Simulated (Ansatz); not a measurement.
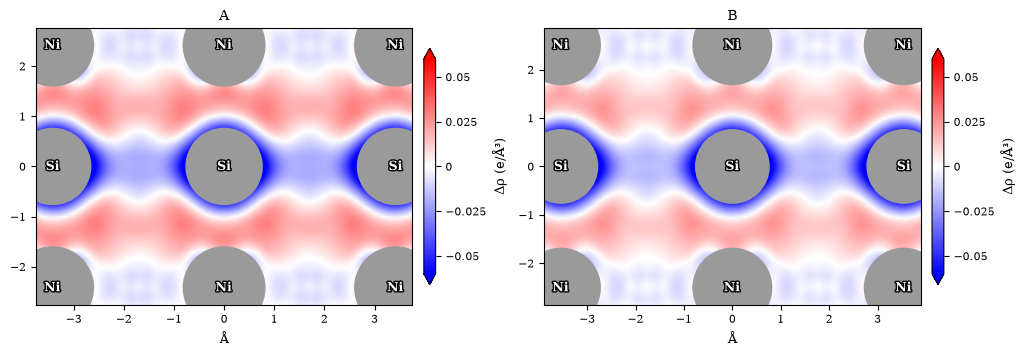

SiNi3: deformation density on the (101) plane of the conventional cell at two volumes, with the same fractional coordinates and one colour scale. Grey discs cover the cores. Panel A has 90 % of the volume of panel B.

Space group Pm-3m; spin-polarised.

Computed with DFT PBEsol, scalar-relativistic, plane waves, PAW (Ansatz).

### How do bonds, bonding charge and pressure respond to this change of volume?

From B to A, Ni–Si goes from 2.50 to 2.42 Å, and Δρ at its midpoint from +0.014 to +0.018 e/Å³.
The pressure is −14 GPa in B and 9 GPa in A.
The rearranged charge is 0.09 e an atom in B and 0.09 e in A.

Run times: 26 s (base cell) and 22 s (scaled cell), on 2 threads of AMD EPYC 7R43 64-Core Processor (Zen 3) (shared host).
